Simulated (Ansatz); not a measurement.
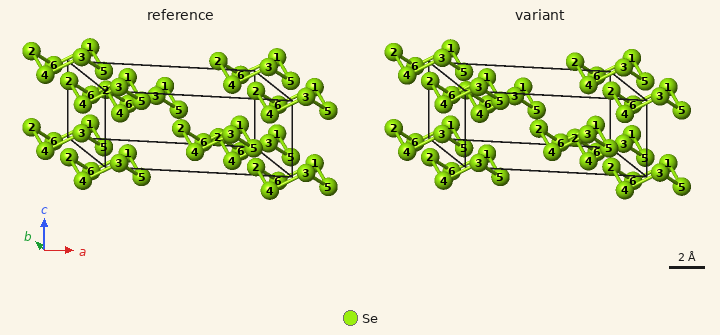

Left: a crystal of Se (set up in R-3). Right: the same structure after one change, at the same scale. A ball-and-stick model of the conventional cell (3 times the calculation's cell), seen slightly off an axis. Lengths and directions refer to the drawn axes.

All numbers below come from DFT, PBE, all-electron PAW with datasets made for the crystal, scalar-relativistic in Ansatz. Settings: plane-wave cutoff 200 eV; k-point mesh 6 × 6 × 6; occupations fermi dirac; smearing width 0.01 eV; no spin polarisation.

Question: What distinguishes the right structure from the left one?

Answer: The cell is strained by 0.0 % along c and −3.0 % across it (volume −5.9 %), the atoms keeping their fractional coordinates. No relaxation follows.

Question: How do the computed properties respond?

Answer: Some distances before and after: Se–Se 2.356 → 2.300 Å. The space group stays R-3 (No. 148). The energy rises by 57.0 meV per atom. The pressure goes from 2.7 to 7.6 GPa. The principal stresses (compression positive) are 5.2 GPa along c and 8.7 GPa across it. The largest forces, 1.4 eV/Å, act on 6 atoms; on Se1 it points roughly along [1 1 2]. The gap on the k-mesh goes from 1.21 to 1.54 eV.
